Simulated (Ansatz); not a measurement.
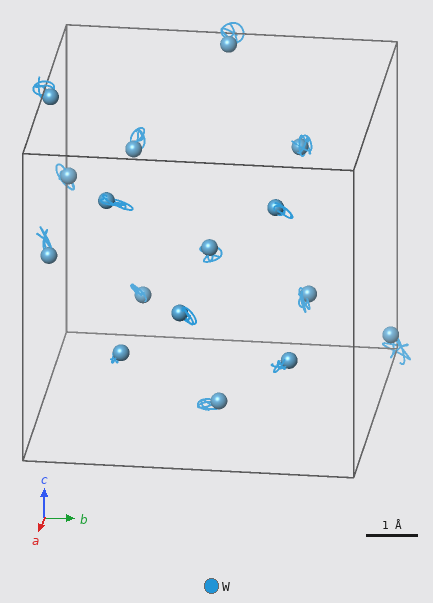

A Born-Oppenheimer molecular dynamics run of a 16-atom cell of W, 810 fs long. It starts from the last geometry of an earlier run, with fresh velocities. Lines trace each atom's path, in the colour of its element; spheres stand at the starting positions. Seen from a free direction in the simulation cell.

Level of theory: DFT PBE, scalar-relativistic, plane waves, PAW in Ansatz 0.2.0. Set-up: plane-wave cutoff 420 eV; k-point mesh 3 × 3 × 3; Fermi-Dirac smearing 0.17 eV; volume 1.15 times that of the relaxed crystal; constant energy (NVE); velocities drawn for 1200 K; time step 9 fs.

Describe the motion.

In the second half of the run the atoms are, in the root-mean-square, this far from where they began (common drift taken out): W 0.31 Å. That is small against the typical shortest distance between atoms in the first frame, about 2.6 Å: the atoms vibrate about their sites and the arrangement holds. The mean temperature in the second half is 1398 K (standard deviation 296 K). The potential energy in the second half lies on average 24.2 meV per atom below the first frame. The total energy stays between −1.1 and 0.85 meV per atom of its start. A straight-line fit has a slope that amounts to +0.075 meV per atom over 810 fs (under 0.1 % of the mean kinetic energy), and the ripple about it is 1.3 % of the kinetic energy's fluctuation. With a drift under 2 % and a ripple under 7 %, the integration is accurate. The time step of 9 fs is long for the fastest vibrations here (lightest element tungsten).

The run took 23 min on 4 threads of Arm Neoverse V2, with other jobs on the host, peak memory 1.6 GiB.
